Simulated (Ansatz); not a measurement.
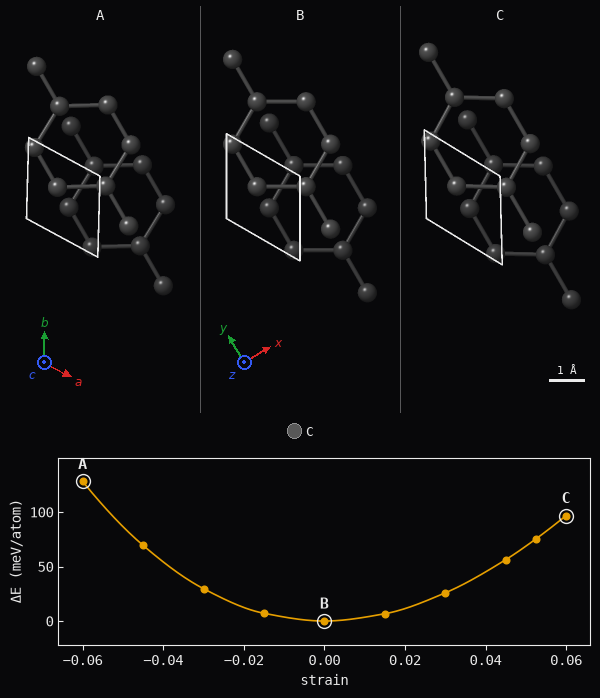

A scan of a crystal of C (Fmmm): the cell is strained along y alone, with the atoms kept at their fractional coordinates. x, y and z are the Cartesian axes of the input. The lettered frames are marked on the plot. A ball-and-stick model of the cell of the calculation, repeated 1 × 1 × 1 with one cell outlined, repeated 2 × 2 × 1 with one cell outlined, seen along the c axis.

Method: DFT PBE+D3(BJ), scalar-relativistic, plane waves, PAW in Ansatz 0.2.0. (plane-wave cutoff 420 eV; k-point mesh 22 × 22 × 8; occupations gaussian; smearing width 0.15 eV; no spin polarisation). Energies (free energies at the smearing named) are counted from the relaxed crystal.

> Describe the profile.

The lowest computed point lies at the strain 0.00 (0.0 meV/atom). The end points stand at 128.1 meV/atom (−0.06) and 96.8 meV/atom (0.06). The curvature at zero strain, (1/V) d²E/dε², is about 1100 GPa; it is C₂₂ with clamped ions. The distortion keeps the space group Fmmm. At the strain −0.06 the cell of the drawing goes a 2.465 → 2.355 Å, b 2.465 → 2.355 Å, γ 120.0° → 116.9°.
